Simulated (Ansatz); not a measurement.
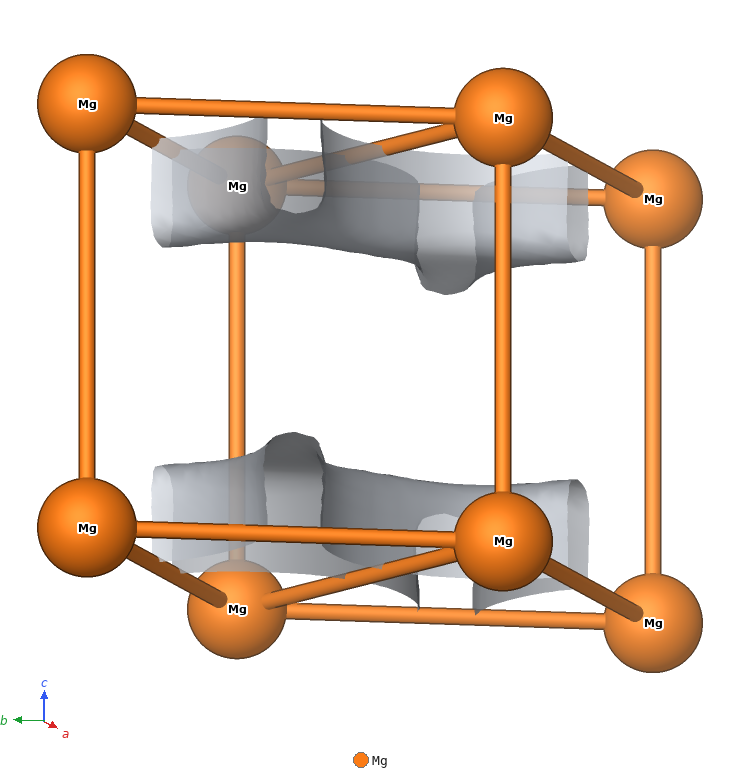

Figure 1: Mg. Isosurface of the ELF at 0.55 (grey), seen at an oblique angle. Only the valence region is drawn (cores and ρ < 0.01 e/Å³ removed). Sticks mark near contacts.

Space group P6/mmm; a structure from a database of computed crystals, not necessarily the ambient phase; changed on purpose from its base cell (strained and moved within a subgroup).

All numbers below come from DFT PBEsol, scalar-relativistic, plane waves, PAW in Ansatz.

Core electrons are frozen (PAW), and the valence fields are smoothed inside the atomic spheres.

Input file:

```
crystal:
  lattice:
    - [3.0635991076, 0.0, 0.0]
    - [-1.5317995539, 2.6531546542, 0.0]
    - [0.0, 0.0, 3.1494581889]
  atoms:
    - { symbol: Mg, position: [0.0, 0.0, 0.0] }
basis:
  ecutwfc: 420
kpoints:
  mp_grid: { grid: [15, 15, 12] }
hamiltonian:
  xc: pbesol
scf:
  occupations: { method: gaussian, width: 0.1 }
output:
  forces: true
  stress: true
  eigenvalues: true
  write_density: true
  write_potential: true
  elf: true
  volumetric_format: npy
```

Launched as:

```sh
ansatz run input.yaml --threads 1 --pin off --max-ram 1331MiB --backend cpu --events-out ev --progress --plain --runs-dir out
```

Below, planes, directions and counts refer to the conventional cell (a = 3.06 Å, b = 3.06 Å, c = 3.15 Å, α = 90.00°, β = 90.00°, γ = 120.00°).

Q: Where are the electrons localised?

A: The ELF exceeds this value in sheets that run through the cell in two directions, counted in one cell of 1 atoms. Any copies at cell faces, edges or corners count once. There are no localised bonds or lone pairs at this value.

Values along the shortest contacts:
Mg–Mg (3.06 Å): the ELF peaks at about 0.65 between the atoms. Mg–Mg (3.15 Å): the ELF is about 0.50 at the midpoint.

Q: Does the calculation give a band gap?

A: It is gapless in this calculation (a metal or semimetal).
